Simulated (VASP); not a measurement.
## Run report: WS$_{2}$, band-structure run (part 2 of 2)

The same run, continued: WS$_{2}$ (6 atoms in the cell); Kohn-Sham DFT of a periodic cell, PBE, VASP PAW PBE potentials, recommended, no spin polarisation (VASP 6.6.1); cutoff 520 eV, 12×12×3 k-mesh, Gaussian smearing of 0.03 eV. The structure derives from an entry of the Crystallography Open Database.

Geometry of the input (Å; fractional positions):
```
3.1881  -0.0000  0.0000
-1.5941  2.7610  0.0000
0.0000  -0.0000  14.5187
W  0.3333  0.6667  0.2500
W  0.6667  0.3333  0.7500
S  0.3333  0.6667  0.6418
S  0.6667  0.3333  0.1418
S  0.3333  0.6667  0.8582
S  0.6667  0.3333  0.3582
```

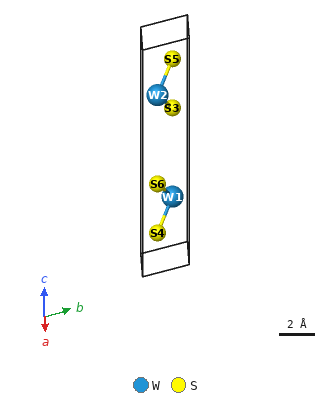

The structure (ball-and-stick view of the cell of the calculation, seen at an oblique angle; atoms are numbered from 1 in the order of the input).

### Parts of OUTCAR, continued
```
   k-points           NKPTS =     38   k-points in BZ     NKDIM =     38   number of bands    NBANDS=     35
   number of dos      NEDOS =    301   number of ions     NIONS =      6
   total plane-waves  NPLWV =  62208
   dimension x,y,z NGX =    24 NGY =   24 NGZ =  108
   dimension x,y,z NGXF=    48 NGYF=   48 NGZF=  216
   ions per type =               2   4
   NGX,Y,Z   is equivalent  to a cutoff of  12.51, 12.51, 12.37 a.u.
   NGXF,Y,Z  is equivalent  to a cutoff of  25.03, 25.03, 24.73 a.u.
 SYSTEM =  unknown system
   PREC   = accura    normal or accurate (medium, high low for compatibility)
   ISTART =      0    job   : 0-new  1-cont  2-samecut
   ICHARG =      2    charge: 1-file 2-atom 10-const
   ISPIN  =      1    spin polarized calculation?
   LNONCOLLINEAR =      F non collinear calculations
   LSORBIT =      F    spin-orbit coupling
   LASPH  =      T    aspherical Exc in radial PAW
   ENCUT  =  520.0 eV  38.22 Ry    6.18 a.u.   5.93  5.93 27.00*2*pi/ulx,y,z
   NELM   =     80;   NELMIN=  2; NELMDL= -5     # of ELM steps
   EDIFF  = 0.1E-05   stopping-criterion for ELM
   LREAL  =      F    real-space projection
   EDIFFG = 0.1E-04   stopping-criterion for IOM
   NSW    =      0    number of steps for IOM
   IBRION =     -1    ionic relax: 0-MD 1-quasi-New 2-CG
   NFREE  =      0    steps in history (QN), initial steepest desc. (CG)
   ISIF   =      2    stress and relaxation
   ISYM   =      2    0-nonsym 1-usesym 2-fastsym
   POTIM  = 0.5000    time-step for ionic-motion
   TEBEG  =    0.0;   TEEND  =   0.0 temperature during run
   PSTRESS=    0.0 pullay stress
   NELECT =      52.0000    total number of electrons
   NUPDOWN=      -1.0000    fix difference up-down
   EMIN   =  10.00;   EMAX   =-10.00  energy-range for DOS
   EFERMI =   0.00;   METHOD = LEGACY
   ISMEAR =     0;   SIGMA  =   0.03  broadening in eV -4-tet -1-fermi 0-gaus
   EFERMI_NEDOS =   21; number of points for ismear=-14 and -15
   IALGO  =     38    algorithm
   IMIX   =      4    mixing-type and parameters
     AMIX     =   0.40;   BMIX     =  1.00
     AMIX_MAG =   1.60;   BMIX_MAG =  1.00
  volume/ion in A,a.u.               =      21.30       143.74
  Fermi-wavevector in a.u.,A,eV,Ry     =   1.213111  2.292448 20.022860  1.471639
  Thomas-Fermi vector in A             =   2.348574
   LORBIT       =      0    0 simple, 1 ext, 2 COOP (PROOUT), +10 PAW based schemes
   GGA     = PE    functional components
   LHFCALC =     F    Hartree Fock is set to
   AEXX    =    0.0000 exact exchange contribution
   IVDW    =     0    specifies the selected vdW correction
   LEPSILON=     F    determine dielectric tensor
   LRPA    =     F    only Hartree local field effects (RPA)
 non-spin polarized calculation
 Gauss-broadening in eV      SIGMA  =   0.03
  energy-cutoff  :      520.00
  volume of cell :      127.80
 maximum number of plane-waves:      3466
 NGX is ok and might be reduce to    24
   NGX = 11   NGY = 11   NGZ = 53

 number of electron      52.0000004 magnetization

 Free energy of the ion-electron system (eV)
  ---------------------------------------------------
  ext. energy  EPLUGINS =         0.00000000
  ---------------------------------------------------
  free energy    TOTEN  =       -47.36355731 eV

  energy without entropy =      -47.36355731  energy(sigma->0) =      -47.36355731

 the core state eigenenergies are
   1-  1s -69458.4610  2s -11979.0077  2p -10472.6141  3s  -2751.5978  3p  -2305.7109
       3d  -1793.6733  4s   -560.0330  4p   -413.8180  4d   -228.6968  4f    -23.5900

   2-  1s -69458.4610  2s -11979.0077  2p -10472.6141  3s  -2751.5978  3p  -2305.7109
       3d  -1793.6733  4s   -560.0330  4p   -413.8180  4d   -228.6968  4f    -23.5900

   3-  1s  -2394.6603  2s   -200.7187  2p   -145.4929
   4-  1s  -2394.6603  2s   -200.7187  2p   -145.4929
   5-  1s  -2394.6603  2s   -200.7187  2p   -145.4929
   6-  1s  -2394.6603  2s   -200.7187  2p   -145.4929

 E-fermi :   5.2833     XC(G=0):  -9.6655     alpha+bet :-10.9266

 val. band max:        4.9664603549   @ k =   0.0000   0.0000   0.0000
 cond. band min:       6.5645261915   @ k =   0.3333   0.3333   0.3333
 fundamental gap:      1.5980658366
 Fermi energy:         5.2833337079

 k-point     1 :       0.0000    0.0000    0.0000
  band No.  band energies     occupation
      1     -69.2883      2.00000
      2     -69.2883      2.00000
      3     -33.5161      2.00000
      4     -33.5161      2.00000
      5     -33.3726      2.00000
      6     -33.3726      2.00000
      7     -33.3726      2.00000
      8     -33.3726      2.00000
      9      -9.9738      2.00000
     10      -9.9505      2.00000
     11      -8.3725      2.00000
     12      -8.3234      2.00000
     13      -1.6826      2.00000
     14      -1.4763      2.00000
     15       1.9174      2.00000
     16       1.9174      2.00000
     17       1.9184      2.00000
     18       1.9184      2.00000
     19       2.3149      2.00000
     20       3.0059      2.00000
     21       3.1356      2.00000
     22       3.1356      2.00000
     23       3.1392      2.00000
     24       3.1392      2.00000
     25       4.4856      2.00000
     26       4.9665      2.00000
     27       7.6223      0.00000
     28       7.6223      0.00000
     29       7.6236      0.00000
     30       7.6236      0.00000
     31       7.7641      0.00000
     32       7.7641      0.00000
     33       7.7806      0.00000
     34       7.7806      0.00000
     35       9.8163      0.00000

 k-point     2 :       0.0833    0.0000    0.0000
  band No.  band energies     occupation
      1     -69.2872      2.00000
      2     -69.2872      2.00000
      3     -33.5121      2.00000
      4     -33.5121      2.00000
      5     -33.3948      2.00000
      6     -33.3948      2.00000
      7     -33.3777      2.00000
      8     -33.3777      2.00000
      9      -9.8606      2.00000
     10      -9.8374      2.00000
     11      -8.3298      2.00000
     12      -8.2823      2.00000
     13      -1.5466      2.00000
     14      -1.3403      2.00000
     15       1.6202      2.00000
     16       1.6221      2.00000
     17       2.0277      2.00000
     18       2.0292      2.00000
     19       2.0328      2.00000
     20       2.4303      2.00000
     21       2.9573      2.00000
     22       2.9615      2.00000
     23       3.2345      2.00000
     24       3.4914      2.00000
     25       4.4623      2.00000
     26       4.8574      2.00000
     27       7.4456      0.00000
     28       7.5119      0.00000
     29       7.5511      0.00000
     30       7.5849      0.00000
     31       7.6616      0.00000
     32       7.6813      0.00000
     33       7.8313      0.00000
     34       7.8376      0.00000
     35      10.3092      0.00000

 k-point     3 :       0.1667    0.0000    0.0000
  band No.  band energies     occupation
      1     -69.2842      2.00000
      2     -69.2842      2.00000
      3     -33.5013      2.00000
      4     -33.5013      2.00000
      5     -33.4551      2.00000
      6     -33.4551      2.00000
      7     -33.3918      2.00000
      8     -33.3918      2.00000
      9      -9.5382      2.00000
     10      -9.5152      2.00000
     11      -8.2084      2.00000
     12      -8.1658      2.00000
     13      -1.1780      2.00000
     14      -0.9752      2.00000
     15       0.9296      2.00000
     16       0.9363      2.00000
     17       1.4784      2.00000
     18       1.7149      2.00000
     19       2.3313      2.00000
     20       2.3343      2.00000
     21       2.5415      2.00000
     22       2.5466      2.00000
     23       3.2007      2.00000
     24       3.5091      2.00000
     25       4.2927      2.00000
     26       4.4813      2.00000
     27       6.9487      0.00000
     28       7.3308      0.00000
     29       7.4411      0.00000
     30       7.4649      0.00000
     31       7.4843      0.00000
     32       7.6397      0.00000
     33       8.3125      0.00000
     34       8.3287      0.00000
     35      11.1514      0.00000

 k-point     4 :       0.2500    0.0000    0.0000
  band No.  band energies     occupation
      1     -69.2802      2.00000
      2     -69.2801      2.00000
      3     -33.5364      2.00000
      4     -33.5364      2.00000
      5     -33.4864      2.00000
      6     -33.4864      2.00000
      7     -33.4111      2.00000
      8     -33.4110      2.00000
      9      -9.0588      2.00000
     10      -9.0370      2.00000
     11      -8.0299      2.00000
     12      -7.9949      2.00000
     13      -0.7853      2.00000
     14      -0.6270      2.00000
     15       0.2505      2.00000
     16       0.2978      2.00000
     17       0.8462      2.00000
     18       0.9819      2.00000
     19       2.0801      2.00000
     20       2.0861      2.00000
     21       2.7441      2.00000
     22       2.7502      2.00000
     23       2.9637      2.00000
     24       3.2270      2.00000
     25       3.8742      2.00000
     26       3.9257      2.00000
     27       6.8572      0.00000
     28       7.2747      0.00000
     29       7.2985      0.00000
     30       7.3129      0.00000
     31       7.7858      0.00000
     32       8.0639      0.00000
     33       8.8097      0.00000
     34       8.8411      0.00000
     35      11.5128      0.00000

 k-point     5 :       0.3333    0.0000    0.0000
  band No.  band energies     occupation
      1     -69.2761      2.00000
      2     -69.2761      2.00000
      3     -33.6167      2.00000
      4     -33.6167      2.00000
      5     -33.4715      2.00000
      6     -33.4715      2.00000
      7     -33.4302      2.00000
      8     -33.4302      2.00000
      9      -8.5161      2.00000
     10      -8.4971      2.00000
     11      -7.8331      2.00000
     12      -7.8076      2.00000
     13      -1.0146      2.00000
     14      -0.9633      2.00000
     15       0.1893      2.00000
     16       0.2371      2.00000
     17       0.3130      2.00000
     18       0.3223      2.00000
     19       1.6947      2.00000
     20       1.7012      2.00000
     21       2.7318      2.00000
     22       2.9203      2.00000
     23       3.1342      2.00000
     24       3.1452      2.00000
     25       3.5342      2.00000
     26       3.5926      2.00000
     27       7.1732      0.00000
     28       7.2927      0.00000
     29       7.3110      0.00000
     30       7.5162      0.00000
     31       8.2322      0.00000
     32       8.5632      0.00000
     33       9.1667      0.00000
     34       9.2159      0.00000
     35      11.2616      0.00000

 k-point     6 :       0.4167    0.0000    0.0000
  band No.  band energies     occupation
      1     -69.2731      2.00000
      2     -69.2731      2.00000
      3     -33.6747      2.00000
      4     -33.6747      2.00000
      5     -33.4605      2.00000
      6     -33.4605      2.00000
      7     -33.4441      2.00000
      8     -33.4441      2.00000
      9      -8.0575      2.00000
     10      -8.0438      2.00000
     11      -7.6737      2.00000
     12      -7.6583      2.00000
     13      -1.5066      2.00000
     14      -1.4713      2.00000
     15      -0.2121      2.00000
     16      -0.1677      2.00000
     17       0.2936      2.00000
     18       0.4117      2.00000
     19       1.4455      2.00000
     20       1.4523      2.00000
     21       2.6138      2.00000
     22       2.7133      2.00000
     23       3.3851      2.00000
     24       3.4013      2.00000
     25       3.6338      2.00000
     26       3.6986      2.00000
     27       7.4704      0.00000
     28       7.4803      0.00000
     29       7.6649      0.00000
     30       7.8366      0.00000
     31       8.5528      0.00000
     32       8.8705      0.00000
     33       9.3564      0.00000
     34       9.4198      0.00000
     35      10.2879      0.00000

 k-point     7 :       0.5000    0.0000    0.0000
  band No.  band energies     occupation
      1     -69.2721      2.00000
      2     -69.2721      2.00000
      3     -33.6958      2.00000
      4     -33.6958      2.00000
      5     -33.4565      2.00000
      6     -33.4565      2.00000
      7     -33.4492      2.00000
      8     -33.4492      2.00000
      9      -7.8705      2.00000
     10      -7.8608      2.00000
     11      -7.6106      2.00000
     12      -7.6013      2.00000
     13      -1.7139      2.00000
     14      -1.6794      2.00000
     15      -0.3778      2.00000
     16      -0.3442      2.00000
     17       0.2908      2.00000
     18       0.3982      2.00000
     19       1.3599      2.00000
     20       1.3667      2.00000
     21       2.6038      2.00000
     22       2.6213      2.00000
     23       3.4660      2.00000
     24       3.4843      2.00000
     25       3.8168      2.00000
     26       3.8369      2.00000
     27       7.5836      0.00000
     28       7.5890      0.00000
     29       7.9947      0.00000
     30       8.0668      0.00000
     31       8.6507      0.00000
     32       8.9502      0.00000
     33       9.4129      0.00000
     34       9.4816      0.00000
     35       9.7441      0.00000

 k-point     8 :       0.0833    0.0833    0.0000
  band No.  band energies     occupation
      1     -69.2851      2.00000
      2     -69.2851      2.00000
      3     -33.5047      2.00000
      4     -33.5047      2.00000
      5     -33.4349      2.00000
      6     -33.4349      2.00000
      7     -33.3885      2.00000
      8     -33.3885      2.00000
      9      -9.6427      2.00000
     10      -9.6196      2.00000
     11      -8.2476      2.00000
     12      -8.2034      2.00000
     13      -1.2911      2.00000

------------------------ aborting loop because EDIFF is reached ----------------------------------------

  FORCE on cell =-STRESS in cart. coord.  units (eV):
  Direction    XX          YY          ZZ          XY          YZ          ZX
  --------------------------------------------------------------------------------------
  -------------------------------------------------------------------------------------
  Total       -0.0368510     -0.0368510      0.0096565     -0.0000000      0.0000000      0.0000000
  in kB       -0.4619912     -0.4619912      0.1210606     -0.0000000      0.0000000      0.0000000
  external PRESSURE =      -0.2676406 kB  Pullay stress =       0.0000000 kB

 VOLUME and BASIS-vectors are now :
 -----------------------------------------------------------------------------
  energy-cutoff  :      520.00
  volume of cell :      127.80
      direct lattice vectors                 reciprocal lattice vectors
     3.188114716  0.000000000  0.000000000     0.313664999  0.181094572  0.000000000
    -1.594057358  2.760988330  0.000000000     0.000000000  0.362189144  0.000000000
     0.000000000  0.000000000 14.518693344     0.000000000  0.000000000  0.068876722

 POSITION                                       TOTAL-FORCE (eV/Angst)
 -----------------------------------------------------------------------------------
     -0.00000      1.84066      3.62967         0.000000     -0.000000      0.000000
      1.59406      0.92033     10.88902        -0.000000     -0.000000      0.000000
     -0.00000      1.84066      9.31817         0.000000     -0.000000     -0.003108
      1.59406      0.92033      2.05882        -0.000000      0.000000     -0.003108
     -0.00000      1.84066     12.45988         0.000000     -0.000000      0.003108
      1.59406      0.92033      5.20053        -0.000000      0.000000      0.003108
 -----------------------------------------------------------------------------------
    total drift:                               -0.000011      0.000006     -0.000000

  FREE ENERGIE OF THE ION-ELECTRON SYSTEM (eV)
  ---------------------------------------------------
  free  energy   TOTEN  =       -47.3635573102 eV

  energy  without entropy=      -47.3635573102  energy(sigma->0) =      -47.36355731
```

### CONTCAR
```
WS2
   1.00000000000000
     3.1881147156999998    0.0000000000000000    0.0000000000000000
    -1.5940573577999999    2.7609883299000000    0.0000000000000000
     0.0000000000000000    0.0000000000000000   14.5186933442000008
  W               S
     2     4
Direct
     0.3333333300000021    0.6666666699999979    0.2500000000000000
     0.6666666699999979    0.3333333300000021    0.7500000000000000
     0.3333333300000021    0.6666666699999979    0.6418046573578380
     0.6666666699999979    0.3333333300000021    0.1418046573578380
     0.3333333300000021    0.6666666699999979    0.8581953426421620
     0.6666666699999979    0.3333333300000021    0.3581953426421620

  0.00000000E+00  0.00000000E+00  0.00000000E+00
  0.00000000E+00  0.00000000E+00  0.00000000E+00
  0.00000000E+00  0.00000000E+00  0.00000000E+00
  0.00000000E+00  0.00000000E+00  0.00000000E+00
  0.00000000E+00  0.00000000E+00  0.00000000E+00
  0.00000000E+00  0.00000000E+00  0.00000000E+00
```

### Key numbers

| quantity | value |
| --- | --- |
| outcome | converged |
| space group (tolerance 0.01 Å) | P6₃/mmc (194) |
| electrons treated | 52 |
| free energy | −47.3636 eV |
| Fermi energy of the self-consistent step | 5.283 eV |
| gap on the k-point mesh | 1.60 eV |
| gap on the band path | 1.60 eV |
| pressure | −0.03 GPa |
| largest force (length of the vector) | 0.003 eV/Å |
| wall time | 89 s (CPU time 3 min) |
| peak memory | 0.36 GiB |

Spin–orbit coupling is left out, which matters for W.
